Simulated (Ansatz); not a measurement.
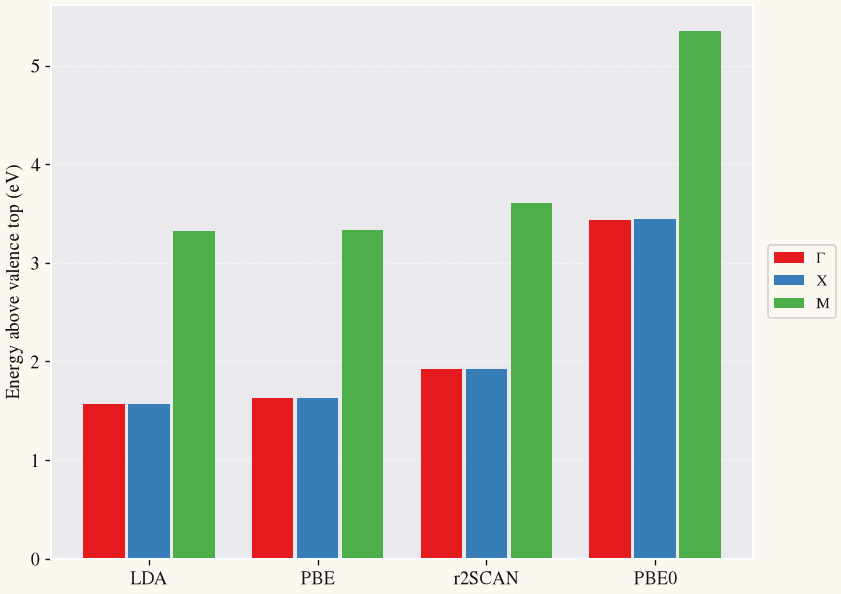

Lowest conduction level at each named k point, counted from the valence-band top at X, by several methods on one cell of cubic perovskite-type TiPbO3, space group Pm-3m, 5 atoms in the cell, relaxed with r2SCAN; cubic a = 3.935 Å. All runs are without spin-orbit coupling and carry no moments. The cell is at 4 GPa in PBE.

| method | program | Γ (eV) | X (eV) | M (eV) |
| --- | --- | --- | --- | --- |
| LDA | Ansatz | 1.57 | 1.57 | 3.32 |
| PBE | Ansatz | 1.63 | 1.63 | 3.33 |
| r2SCAN | Ansatz | 1.92 | 1.92 | 3.61 |
| PBE0 | Ansatz | 3.43 | 3.44 | 5.35 |

**Estimate the HSE06 values. It was run as: HSE06, Ansatz PAW set, 4×4×4 k mesh, 420 eV cutoff, fixed occupations (Ansatz).**

HSE06 screens off the long-range part of PBE0's exact exchange, so it lies between PBE and PBE0, here 0.71 eV under PBE0 at Γ. HSE06 gives 2.72 eV at Γ, 2.73 eV at X and 4.61 eV at M, which is +1.09 eV from PBE at Γ.

**Does HSE06 shift these levels rigidly from PBE?**

The shifts are +1.09 eV at Γ, +1.10 eV at X and +1.28 eV at M, and at points that aren't plotted +1.37 eV (R): over the named points that both runs hold, a spread of 0.28 eV on a mean of 1.21 eV, so one shift describes them only roughly.

**How do the methods rank at Γ?**

From low to high: LDA 1.57, PBE 1.63, r2SCAN 1.92, HSE06 2.72, PBE0 3.43 eV.

Settings. LDA: Ansatz PAW set, 6×6×6 k mesh, 420 eV cutoff, fixed occupations (Ansatz 0.2.0). PBE: Ansatz PAW set, 6×6×6 k mesh, 420 eV cutoff, Fermi-Dirac smearing of 0.02 eV (Ansatz 0.2.0). r2SCAN: Ansatz PAW set, 6×6×6 k mesh, 500 eV cutoff, fixed occupations (Ansatz). PBE0: Ansatz PAW set, 4×4×4 k mesh, 420 eV cutoff, fixed occupations (Ansatz).

These are five of the 6 methods that were run on this cell. Spin-orbit coupling is left out, which matters for Pb. TiPbO3 is cubic only at high temperature; at room temperature it is distorted. LDA, r2SCAN, HSE06 and PBE0: the PAW data sets were made with another functional. HSE06: the k mesh is thin for exact exchange.
